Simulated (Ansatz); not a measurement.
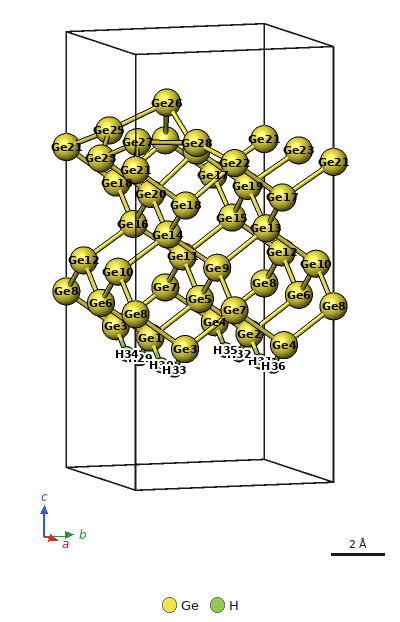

**Figure 1.** The starting structure (ball-and-stick view of the cell of the calculation, with the vacuum cut short, seen slightly off an axis; atoms are numbered from 1 in the order of the input). An atom can appear more than once, as a periodic image.

**Geometry relaxation of Ge$_{7}$H$_{2}$ (part 1 of 5)**

The run: geometry relaxation of Ge$_{7}$H$_{2}$ (slab, 36 atoms in the cell). Method and program: DFT LDA, scalar-relativistic, plane waves, PAW, no spin polarisation (Ansatz 0.2.0).

The structure derives from an entry of the Crystallography Open Database. The input holds or restrains some coordinates. Forces given for the steps count only the free coordinates. Figures and captions count atoms from 1; the log counts them from 0 in places.

Input
```yaml
crystal:
  lattice:
    - [7.9504584281, 0.0, 0.0]
    - [0.0, 7.9504584281, 0.0]
    - [0.0, 0.0, 22.1891745247]
  atoms:
    - { symbol: Ge, position: [0.5, 0.25, 0.2211186323] }
    - { symbol: Ge, position: [0.5, 0.75, 0.2211186323] }
    - { symbol: Ge, position: [0.0, 0.25, 0.2211186323] }
    - { symbol: Ge, position: [0.0, 0.75, 0.2211186323] }
    - { symbol: Ge, position: [0.5, 0.5, 0.2844583372] }
    - { symbol: Ge, position: [0.5, 0.0, 0.2844583372] }
    - { symbol: Ge, position: [0.0, 0.5, 0.2844583372] }
    - { symbol: Ge, position: [0.0, 0.0, 0.2844583372] }
    - { symbol: Ge, position: [0.75, 0.5, 0.3477980422] }
    - { symbol: Ge, position: [0.75, 0.0, 0.3477980422] }
    - { symbol: Ge, position: [0.25, 0.5, 0.3477980422] }
    - { symbol: Ge, position: [0.25, 0.0, 0.3477980422] }
    - { symbol: Ge, position: [0.75, 0.74818869, 0.4122947343] }
    - { symbol: Ge, position: [0.75, 0.2507481059, 0.408391736] }
    - { symbol: Ge, position: [0.25, 0.7498349792, 0.4109767207] }
    - { symbol: Ge, position: [0.25, 0.2508684688, 0.4069156847] }
    - { symbol: Ge, position: [0.0024627384, 0.7413070822, 0.4752502378] }
    - { symbol: Ge, position: [0.0016191286, 0.2530054208, 0.4681702861] }
    - { symbol: Ge, position: [0.4975372616, 0.7413070822, 0.4752502378] }
    - { symbol: Ge, position: [0.4983808714, 0.2530054208, 0.4681702861] }
    - { symbol: Ge, position: [0.0020150857, 0.0001513651, 0.5328271487] }
    - { symbol: Ge, position: [0.0257934565, 0.4915992276, 0.5387501968] }
    - { symbol: Ge, position: [0.4979849143, 0.0001513651, 0.5328271487] }
    - { symbol: Ge, position: [0.4742065435, 0.4915992276, 0.5387501968] }
    - { symbol: Ge, position: [0.25, 0.1298727759, 0.5695641163] }
    - { symbol: Ge, position: [0.25, 0.4207788638, 0.6134688754] }
    - { symbol: Ge, position: [0.75, 0.0976148424, 0.5695641163] }
    - { symbol: Ge, position: [0.75, 0.3964700773, 0.5637755745] }
    - { symbol: H, position: [0.3457176665, 0.25, 0.179674859] }
    - { symbol: H, position: [0.6542823335, 0.25, 0.179674859] }
    - { symbol: H, position: [0.6539597756, 0.75, 0.1794212522] }
    - { symbol: H, position: [0.3460402244, 0.75, 0.1794212522] }
    - { symbol: H, position: [-0.1542823335, 0.25, 0.179674859] }
    - { symbol: H, position: [0.1542823335, 0.25, 0.179674859] }
    - { symbol: H, position: [0.1539597756, 0.75, 0.1794212522] }
    - { symbol: H, position: [-0.1539597756, 0.75, 0.1794212522] }
basis:
  ecutwfc: 420
kpoints:
  mp_grid: { grid: [3, 3, 1] }
hamiltonian:
  xc: lda
scf:
  occupations: { method: gaussian, width: 0.05 }
output:
  forces: true
  eigenvalues: true
  write_density: true
  write_potential: true
  elf: true
  volumetric_format: npy
relax:
  adjacent_minimum: "off"
  f_tol: 0.03
  max_steps: 30
  constraints:
    - { sites: [0, 1, 2, 3, 4, 5, 6, 7, 8, 9, 10, 11, 28, 29, 30, 31, 32, 33, 34, 35] }
    - { sites: [24, 26], fix: z }
efield:
  axis: 3
  dipole_correction: true
  ramp_width: 0.04
```

Run as:
```bash
ansatz run input.yaml --threads 4 --pin off --max-ram 12288MiB --backend cpu --events-out ev --progress --plain --runs-dir out
```

The program's output
```
Engine: ansatz 0.2.0, aarch64-unknown-linux-gnu
Pseudopotentials: kind: paw
Pseudopotential: Ge, paw, valence charge 14, recommended cutoff 420 eV (normal), Ge.paw.azcp
Pseudopotential: H, paw, valence charge 1, recommended cutoff 420 eV (normal), H.paw.azcp
Functional definition: SPW92
  exchange = slater_x
  correlation = pw_c
Crystal: 36 atoms, lattice volume = 1402.573 Å³
Basis set: ecut = 420 eV, 27467 PW (Γ)
Bands: 240, of which v1, the nominal top of the filled ones, is band 200 counted from 1 (199 counted from 0)
Symmetry: 2 space group operations
Space group: Pm (ITA 6), of the structure as read, at distance tolerance 1.1e-4 Å
k-points: 4 of 9 (time reversal used)
Non-local potential: Ge, projectors of the file, l = 0: 2, l = 1: 2, l = 2: 3, l = 3: 1
Non-local potential: H, projectors of the file, l = 0: 2, l = 1: 1
PAW form: soft (Blöchl's): semilocal exchange-correlation on the pseudo side does not see the compensation charge
PAW frozen core: Ge, regenerated for the run's functional, and the local potential with it (the file was generated under x = pbe(κ = 0.804, μ = 0.2195149727645171), c = pbe(β = 0.06672455060314922))
PAW one-centre angular grid: Ge, 590 points (default); XC on 64 Gauss nodes
PAW one-centre angular grid: H, 110 points (default); XC on 64 Gauss nodes
Initial density: superposition of atomic densities (neutral atoms: chi_scale 0, normalization atom), corrected by the library's trained network
Initial wavefunctions: pseudopotential atomic-orbital guess
Functional: x = slater, c = lda
SCF iter   1: F=—  HF=-118157.342233 eV  |F-HF|=—  |Δ(HF+E_count)|=         —  Δρ=4.72e-3  dr2=5.91e-1  ethr=1.77e-3  p=-0.084 e·Å  D=-1.08e-2 V/Å  ΔV_dip=0.24 eV  dr2_dipole=8.98e-2  V_vac-E_F(+/−)=4.65/4.41 eV  ⟨swp⟩=6.0  Hψ=3383  notcnv=0  defer=52
efield: sawtooth ramp at fractional position 0.8764 (placed from the atoms, in the widest stretch of the axis that holds none; the zero of the levels goes with the place), width 0.0400; the density the first Hamiltonian is built on has a dipole p = -0.084 e·Å; the dipole correction subtracts the counter field D = -1.08e-2 V/Å, which shifts the + side's vacuum level by +0.24 eV against the − side's; the planar-averaged density in the ramp window peaks in size at 3.9e-5 e/Å³
preconditioner: auto → LDOS  [insulator: Δε(μ)=0.051 eV  Ē_g=22.044 eV  σ=0.050 eV  W_gap=0.51  n_scr=242 (ndim 8)  ℏωp=19.8 eV  f_vac=0.515  D(μ)=12.16/eV (n_scr^D=48)  ε∞_Penn≈1.8  β→1.0]
SCF iter   2: F=—  HF=-118157.308467 eV  |F-HF|=—  |Δ(HF+E_count)|=   3.38e-2  Δρ=2.89e-3  dr2=3.57e-1  ethr=1.48e-4  p=-0.169 e·Å  D=-2.18e-2 V/Å  ΔV_dip=0.48 eV  dr2_dipole=1.94e-2  V_vac-E_F(+/−)=4.54/4.06 eV  ⟨swp⟩=4.0  Hψ=2150  notcnv=0  defer=136
SCF iter   3: F=—  HF=-118157.218177 eV  |F-HF|=—  |Δ(HF+E_count)|=   9.03e-2  Δρ=9.14e-4  dr2=8.07e-2  ethr=8.93e-5  p=-0.043 e·Å  D=-5.53e-3 V/Å  ΔV_dip=0.12 eV  dr2_dipole=6.20e-3  V_vac-E_F(+/−)=4.54/4.42 eV  ⟨swp⟩=3.8  Hψ=1728  notcnv=0  defer=136
SCF iter   4: F=—  HF=-118157.206193 eV  |F-HF|=—  |Δ(HF+E_count)|=   1.20e-2  Δρ=3.96e-4  dr2=1.54e-2  ethr=2.02e-5  p=-0.057 e·Å  D=-7.30e-3 V/Å  ΔV_dip=0.16 eV  dr2_dipole=4.43e-3  V_vac-E_F(+/−)=4.52/4.36 eV  ⟨swp⟩=2.0  Hψ=1209  notcnv=0  defer=136
SCF iter   5: F=—  HF=-118157.204856 eV  |F-HF|=—  |Δ(HF+E_count)|=   1.34e-3  Δρ=2.48e-4  dr2=6.75e-3  ethr=3.85e-6  p=-0.050 e·Å  D=-6.47e-3 V/Å  ΔV_dip=0.14 eV  dr2_dipole=1.58e-3  V_vac-E_F(+/−)=4.50/4.36 eV  ⟨swp⟩=2.0  Hψ=1030  notcnv=0  defer=136
SCF iter   6: F=—  HF=-118157.204367 eV  |F-HF|=—  |Δ(HF+E_count)|=   4.88e-4  Δρ=2.06e-4  dr2=3.05e-3  ethr=1.69e-6  p=-0.043 e·Å  D=-5.60e-3 V/Å  ΔV_dip=0.12 eV  dr2_dipole=5.36e-4  V_vac-E_F(+/−)=4.48/4.36 eV  ⟨swp⟩=2.0  Hψ=954  notcnv=0  defer=136
SCF iter   7: F=—  HF=-118157.204132 eV  |F-HF|=—  |Δ(HF+E_count)|=   2.35e-4  Δρ=1.55e-4  dr2=1.63e-3  ethr=7.62e-7  p=-0.036 e·Å  D=-4.63e-3 V/Å  ΔV_dip=0.10 eV  dr2_dipole=2.15e-5  V_vac-E_F(+/−)=4.48/4.37 eV  ⟨swp⟩=2.0  Hψ=995  notcnv=0  defer=136
SCF iter   8: F=—  HF=-118157.203971 eV  |F-HF|=—  |Δ(HF+E_count)|=   1.62e-4  Δρ=1.11e-4  dr2=6.75e-4  ethr=4.07e-7  p=-0.035 e·Å  D=-4.56e-3 V/Å  ΔV_dip=0.10 eV  dr2_dipole=1.59e-5  V_vac-E_F(+/−)=4.47/4.37 eV  ⟨swp⟩=2.0  Hψ=959  notcnv=0  defer=136
SCF iter   9: F=—  HF=-118157.203867 eV  |F-HF|=—  |Δ(HF+E_count)|=   1.04e-4  Δρ=5.59e-5  dr2=1.35e-4  ethr=1.69e-7  p=-0.034 e·Å  D=-4.41e-3 V/Å  ΔV_dip=0.10 eV  dr2_dipole=1.35e-7  V_vac-E_F(+/−)=4.47/4.37 eV  ⟨swp⟩=2.0  Hψ=1014  notcnv=0  defer=136
SCF iter  10: F=—  HF=-118157.203856 eV  |F-HF|=—  |Δ(HF+E_count)|=   1.10e-5  Δρ=2.91e-5  dr2=2.82e-5  ethr=3.38e-8  p=-0.035 e·Å  D=-4.55e-3 V/Å  ΔV_dip=0.10 eV  dr2_dipole=2.96e-8  V_vac-E_F(+/−)=4.47/4.37 eV  ⟨swp⟩=2.0  Hψ=1045  notcnv=0  defer=136
SCF iter  11: F=-118157.203846 eV  HF=-118157.203854 eV  |F-HF|=8.43e-6  |Δ(HF+E_count)|=   1.24e-6  Δρ=1.98e-5  dr2=1.27e-5  ethr=5.62e-9  p=-0.036 e·Å  D=-4.60e-3 V/Å  ΔV_dip=0.10 eV  dr2_dipole=6.94e-8  V_vac-E_F(+/−)=4.48/4.37 eV  ⟨swp⟩=19.8  Hψ=9646  notcnv=0
SCF 1 converged in 11 iterations: F = -118157.203846 eV  dr2 = 1.27e-5
  greatest PAW one-centre occupation: 0.998 electrons in one spin orbital (limit 2), on the Ge atom at site 25 (counted from 0), in its partial waves of l = 2
relax step   1: F+E_penalty+E_count = -118157.20384593 eV  Δ(F+E_penalty+E_count) = +0.000e0 eV  max|allowed force component| = 6.627e-1 eV/Å  Δτ_max = 0.0000 Å  (11 SCF iters, dr2 threshold 2.25e-5 eV, accepted)
Initial density: handed on by an earlier stage of this run
Initial wavefunctions: those handed on with the density
iter 1 solved again at ethr=3.56e-6 eV; its pass at ethr=3.10e-3 eV (dr2=1.42e-2 eV) is discarded
SCF iter   1: F=—  HF=-118157.261806 eV  |F-HF|=—  |Δ(HF+E_count)|=         —  Δρ=9.78e-4  dr2=1.45e-2  ethr=3.56e-6  p=-0.036 e·Å  D=-4.60e-3 V/Å  ΔV_dip=0.10 eV  dr2_dipole=8.70e-5  V_vac-E_F(+/−)=4.47/4.36 eV  ⟨swp⟩=2.2  Hψ=2505  notcnv=0  defer=136
efield: sawtooth ramp at fractional position 0.8764 (handed on by an earlier solve), width 0.0400; the density the first Hamiltonian is built on has a dipole p = -0.036 e·Å; the dipole correction subtracts the counter field D = -4.60e-3 V/Å, which shifts the + side's vacuum level by +0.10 eV against the − side's; the planar-averaged density in the ramp window peaks in size at 8.4e-6 e/Å³
preconditioner: auto → LDOS  [metal: Δε(μ)=0.039 eV  Ē_g=22.031 eV  σ=0.050 eV  W_gap=0.42  n_scr=242 (ndim 8)  ℏωp=19.8 eV  f_vac=0.513  D(μ)=13.37/eV (n_scr^D=56)  β→1.0]
SCF iter   2: F=—  HF=-118157.260283 eV  |F-HF|=—  |Δ(HF+E_count)|=   1.52e-3  Δρ=4.71e-4  dr2=6.88e-3  ethr=3.56e-6  p=-0.035 e·Å  D=-4.57e-3 V/Å  ΔV_dip=0.10 eV  dr2_dipole=1.44e-7  V_vac-E_F(+/−)=4.47/4.37 eV  ⟨swp⟩=2.0  Hψ=1605  notcnv=0  defer=136
SCF iter   3: F=—  HF=-118157.259312 eV  |F-HF|=—  |Δ(HF+E_count)|=   9.71e-4  Δρ=2.84e-4  dr2=3.64e-3  ethr=1.72e-6  p=-0.037 e·Å  D=-4.80e-3 V/Å  ΔV_dip=0.11 eV  dr2_dipole=6.13e-5  V_vac-E_F(+/−)=4.47/4.36 eV  ⟨swp⟩=2.0  Hψ=1600  notcnv=0  defer=136
SCF iter   4: F=—  HF=-118157.259002 eV  |F-HF|=—  |Δ(HF+E_count)|=   3.10e-4  Δρ=2.20e-4  dr2=1.96e-3  ethr=9.09e-7  p=-0.036 e·Å  D=-4.67e-3 V/Å  ΔV_dip=0.10 eV  dr2_dipole=1.49e-5  V_vac-E_F(+/−)=4.47/4.36 eV  ⟨swp⟩=2.0  Hψ=996  notcnv=0  defer=136
SCF iter   5: F=—  HF=-118157.258855 eV  |F-HF|=—  |Δ(HF+E_count)|=   1.47e-4  Δρ=1.55e-4  dr2=1.11e-3  ethr=4.91e-7  p=-0.038 e·Å  D=-4.92e-3 V/Å  ΔV_dip=0.11 eV  dr2_dipole=6.52e-5  V_vac-E_F(+/−)=4.47/4.36 eV  ⟨swp⟩=2.0  Hψ=1020  notcnv=0  defer=136
SCF iter   6: F=—  HF=-118157.258693 eV  |F-HF|=—  |Δ(HF+E_count)|=   1.62e-4  Δρ=6.24e-5  dr2=2.58e-4  ethr=2.77e-7  p=-0.037 e·Å  D=-4.73e-3 V/Å  ΔV_dip=0.10 eV  dr2_dipole=1.15e-5  V_vac-E_F(+/−)=4.47/4.36 eV  ⟨swp⟩=2.0  Hψ=1041  notcnv=0  defer=136
SCF iter   7: F=—  HF=-118157.258667 eV  |F-HF|=—  |Δ(HF+E_count)|=   2.58e-5  Δρ=3.43e-5  dr2=8.72e-5  ethr=6.45e-8  p=-0.037 e·Å  D=-4.81e-3 V/Å  ΔV_dip=0.11 eV  dr2_dipole=1.73e-5  V_vac-E_F(+/−)=4.47/4.36 eV  ⟨swp⟩=2.0  Hψ=1060  notcnv=0  defer=136
SCF iter   8: F=—  HF=-118157.258662 eV  |F-HF|=—  |Δ(HF+E_count)|=   5.30e-6  Δρ=2.38e-5  dr2=4.67e-5  ethr=2.18e-8  p=-0.036 e·Å  D=-4.69e-3 V/Å  ΔV_dip=0.10 eV  dr2_dipole=5.73e-6  V_vac-E_F(+/−)=4.47/4.36 eV  ⟨swp⟩=2.0  Hψ=1017  notcnv=0  defer=136
SCF iter   9: F=-118157.258638 eV  HF=-118157.258656 eV  |F-HF|=1.88e-5  |Δ(HF+E_count)|=   5.49e-6  Δρ=1.72e-5  dr2=1.88e-5  ethr=6.86e-9  p=-0.036 e·Å  D=-4.66e-3 V/Å  ΔV_dip=0.10 eV  dr2_dipole=3.62e-6  V_vac-E_F(+/−)=4.47/4.36 eV  ⟨swp⟩=18.0  Hψ=10025  notcnv=0
SCF 2 converged in 9 iterations: F = -118157.258638 eV  dr2 = 1.88e-5
[... from here on the iterations of each SCF are left out, up to the last one ...]
relax step   2: F+E_penalty+E_count = -118157.25863755 eV  Δ(F+E_penalty+E_count) = -5.479e-2 eV  max|allowed force component| = 1.890e-1 eV/Å  Δτ_max = 0.0525 Å  (9 SCF iters, dr2 threshold 2.75e-5 eV, accepted)
[... from here on the SCF iterations and repeated set-up lines of each step are left out, up to the last step ...]
SCF 3 converged in 14 iterations: F = -118157.152525 eV  dr2 = 7.43e-7
relax step   3: F+E_penalty+E_count = -118157.15252488 eV  Δ(F+E_penalty+E_count) = +1.061e-1 eV  max|allowed force component| = 6.227e-1 eV/Å  Δτ_max = 0.1735 Å  (14 SCF iters, dr2 threshold 2.23e-6 eV, rejected (line search))
SCF 4 converged in 16 iterations: F = -118157.269528 eV  dr2 = 9.09e-8
relax step   4: F+E_penalty+E_count = -118157.26952756 eV  Δ(F+E_penalty+E_count) = -1.089e-2 eV  max|allowed force component| = 5.548e-2 eV/Å  Δτ_max = 0.0851 Å  (16 SCF iters, accepted)
SCF 5 converged in 16 iterations: F = -118157.276413 eV  dr2 = 5.64e-8
relax step   5: F+E_penalty+E_count = -118157.27641281 eV  Δ(F+E_penalty+E_count) = -6.885e-3 eV  max|allowed force component| = 1.020e-1 eV/Å  Δτ_max = 0.1000 Å  (16 SCF iters, accepted)
SCF 6 converged in 18 iterations: F = -118157.303498 eV  dr2 = 6.96e-8
relax step   6: F+E_penalty+E_count = -118157.30349771 eV  Δ(F+E_penalty+E_count) = -2.708e-2 eV  max|allowed force component| = 2.313e-1 eV/Å  Δτ_max = 0.1463 Å  (18 SCF iters, accepted)
SCF 7 converged in 9 iterations: F = -118157.397828 eV  dr2 = 1.81e-5
relax step   7: F+E_penalty+E_count = -118157.39782833 eV  Δ(F+E_penalty+E_count) = -9.433e-2 eV  max|allowed force component| = 4.748e-1 eV/Å  Δτ_max = 0.1950 Å  (9 SCF iters, dr2 threshold 5.35e-5 eV, accepted)
SCF 8 converged in 6 iterations: F = -118157.546359 eV  dr2 = 1.45e-5
relax step   8: F+E_penalty+E_count = -118157.54635949 eV  Δ(F+E_penalty+E_count) = -1.485e-1 eV  max|allowed force component| = 4.950e-1 eV/Å  Δτ_max = 0.1959 Å  (6 SCF iters, dr2 threshold 1.00e-4 eV, accepted)
SCF 9 converged in 6 iterations: F = -118157.637582 eV  dr2 = 8.42e-5
relax step   9: F+E_penalty+E_count = -118157.63758193 eV  Δ(F+E_penalty+E_count) = -9.122e-2 eV  max|allowed force component| = 3.148e-1 eV/Å  Δτ_max = 0.1995 Å  (6 SCF iters, dr2 threshold 1.00e-4 eV, accepted)
SCF 10 converged in 6 iterations: F = -118157.662367 eV  dr2 = 2.08e-5
relax step  10: F+E_penalty+E_count = -118157.66236668 eV  Δ(F+E_penalty+E_count) = -2.478e-2 eV  max|allowed force component| = 8.333e-2 eV/Å  Δτ_max = 0.0924 Å  (6 SCF iters, dr2 threshold 4.01e-5 eV, accepted)
SCF iter   1: F=—  HF=-118157.667442 eV  |F-HF|=—  |Δ(HF+E_count)|=         —  Δρ=8.13e-4  dr2=5.89e-3  ethr=1.66e-5  p=-0.094 e·Å  D=-1.21e-2 V/Å  ΔV_dip=0.27 eV  dr2_dipole=5.14e-6  V_vac-E_F(+/−)=4.77/4.51 eV  ⟨swp⟩=3.0  Hψ=2357  notcnv=0  defer=134
efield: sawtooth ramp at fractional position 0.8764 (handed on by an earlier solve), width 0.0400; the density the first Hamiltonian is built on has a dipole p = -0.094 e·Å; the dipole correction subtracts the counter field D = -1.21e-2 V/Å, which shifts the + side's vacuum level by +0.27 eV against the − side's; the planar-averaged density in the ramp window peaks in size at 1.3e-5 e/Å³
preconditioner: auto → Resta (q_TF=auto, 2.214 Å⁻¹)  ε∞=1.8  [insulator: Δε(μ)=0.420 eV  Ē_g=21.965 eV  σ=0.050 eV  W_gap=1.00  n_scr=242 (ndim 8)  ℏωp=19.8 eV  f_vac=0.506  D(μ)=0.00/eV (n_scr^D=0)  ε∞_Penn≈1.8  vacuum switching on, ρ_ref=3.5e-2 e/Å³]
SCF iter   2: F=—  HF=-118157.666371 eV  |F-HF|=—  |Δ(HF+E_count)|=   1.07e-3  Δρ=3.96e-4  dr2=1.61e-3  ethr=1.47e-6  p=-0.096 e·Å  D=-1.24e-2 V/Å  ΔV_dip=0.28 eV  dr2_dipole=1.02e-4  V_vac-E_F(+/−)=4.78/4.50 eV  ⟨swp⟩=2.0  Hψ=1549  notcnv=0  defer=134
SCF iter   3: F=—  HF=-118157.666583 eV  |F-HF|=—  |Δ(HF+E_count)|=   2.12e-4  Δρ=2.13e-4  dr2=4.04e-3  ethr=4.03e-7  p=-0.081 e·Å  D=-1.05e-2 V/Å  ΔV_dip=0.23 eV  dr2_dipole=1.90e-3  V_vac-E_F(+/−)=4.76/4.52 eV  ⟨swp⟩=2.0  Hψ=1622  notcnv=0  defer=134  recentre
SCF iter   4: F=—  HF=-118157.666409 eV  |F-HF|=—  |Δ(HF+E_count)|=   1.74e-4  Δρ=1.07e-4  dr2=2.75e-3  ethr=4.03e-7  p=-0.105 e·Å  D=-1.35e-2 V/Å  ΔV_dip=0.30 eV  dr2_dipole=1.73e-3  V_vac-E_F(+/−)=4.78/4.48 eV  ⟨swp⟩=2.0  Hψ=989  notcnv=0  defer=134
SCF iter   5: F=—  HF=-118157.666099 eV  |F-HF|=—  |Δ(HF+E_count)|=   3.10e-4  Δρ=3.72e-5  dr2=3.29e-5  ethr=4.03e-7  p=-0.092 e·Å  D=-1.19e-2 V/Å  ΔV_dip=0.26 eV  dr2_dipole=4.97e-6  V_vac-E_F(+/−)=4.77/4.51 eV  ⟨swp⟩=2.0  Hψ=947  notcnv=0  defer=134
SCF iter   6: F=—  HF=-118157.666315 eV  |F-HF|=—  |Δ(HF+E_count)|=   2.16e-4  Δρ=1.59e-5  dr2=8.99e-6  ethr=8.24e-9  p=-0.093 e·Å  D=-1.20e-2 V/Å  ΔV_dip=0.27 eV  dr2_dipole=2.03e-7  V_vac-E_F(+/−)=4.77/4.51 eV  ⟨swp⟩=2.0  Hψ=1164  notcnv=0  defer=134
SCF iter   7: F=—  HF=-118157.666314 eV  |F-HF|=—  |Δ(HF+E_count)|=   1.04e-6  Δρ=5.97e-6  dr2=3.81e-7  ethr=2.25e-9  p=-0.093 e·Å  D=-1.20e-2 V/Å  ΔV_dip=0.27 eV  dr2_dipole=7.23e-9  V_vac-E_F(+/−)=4.77/4.51 eV  ⟨swp⟩=2.0  Hψ=1061  notcnv=0  defer=134
SCF iter   8: F=-118157.666314 eV  HF=-118157.666314 eV  |F-HF|=1.55e-8  |Δ(HF+E_count)|=   4.53e-9  Δρ=2.21e-6  dr2=5.63e-8  ethr=2.50e-11  p=-0.093 e·Å  D=-1.20e-2 V/Å  ΔV_dip=0.27 eV  dr2_dipole=8.29e-10  V_vac-E_F(+/−)=4.77/4.51 eV  ⟨swp⟩=16.0  Hψ=7478  notcnv=0
SCF 11 converged in 8 iterations: F = -118157.666314 eV  dr2 = 5.63e-8
relax step  11: F+E_penalty+E_count = -118157.66631369 eV  Δ(F+E_penalty+E_count) = -3.947e-3 eV  max|allowed force component| = 2.752e-2 eV/Å  Δτ_max = 0.0401 Å  (8 SCF iters, accepted)
```

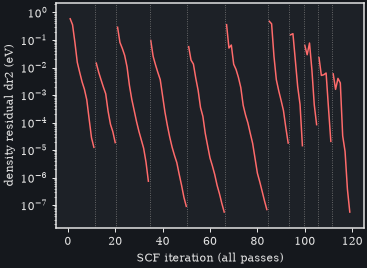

**Figure 2.** Convergence of the self-consistent field: density residual dr2 against the SCF iteration. The dotted lines part the SCF passes of the relaxation: geometry steps, rejected trials and re-solves on a re-selected basis. The 11 passes take 6 to 18 iterations each, 119 in all.
